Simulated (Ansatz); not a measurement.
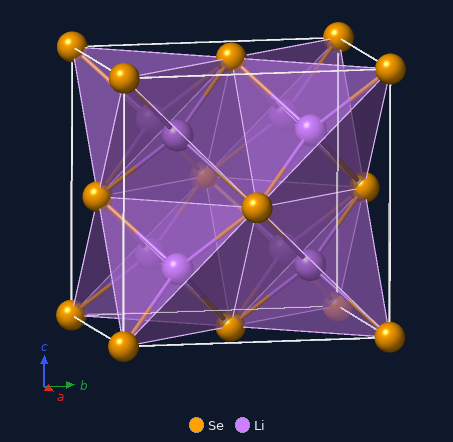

This polyhedral model is shown slightly off an axis. The lines enclose the drawn cell (a repeat of the simulation cell); boundary atoms appear with their images.

Li2Se, a = 6.027 Å, b = 6.027 Å, c = 6.027 Å, α = 89.24°, β = 89.24°, γ = 89.24°. Strictly the space group is R-3m (No. 166, within 0.01 Å). It is a distorted form of a face-centred cubic structure, space group Fm-3m (No. 225) within 0.25 Å: antifluorite. Origin of the cell: a structure type filled with these elements by a generator (whether the compound takes this form wasn't checked). The cell was then strained or its atoms displaced on purpose. It was run through Ansatz as a DFT input.

This one geometry was computed with Ansatz (DFT, plane waves, PAW) at three levels of theory: HSE06, PBE and r2SCAN. It was relaxed with r2SCAN and then strained.

Q: How does the band gap change with the level of theory?

A: PBE: a gap of 2.96 eV, indirect; r2SCAN: a gap of 3.46 eV, indirect; HSE06: a gap of 3.80 eV, indirect.

Q: Collect the results in a table.

A:
| level | cutoff (eV) | k-mesh of the run's cell | gap (eV) | pressure (GPa) |
| --- | --- | --- | --- | --- |
| HSE06 | 420 | 6×6×6 | 3.80 | -1.0 |
| PBE | 420 | 8×8×8 | 2.96 | -0.3 |
| r2SCAN | 500 | 8×8×8 | 3.46 | -0.7 |

Gaps are taken on the k-mesh or band path of each run.
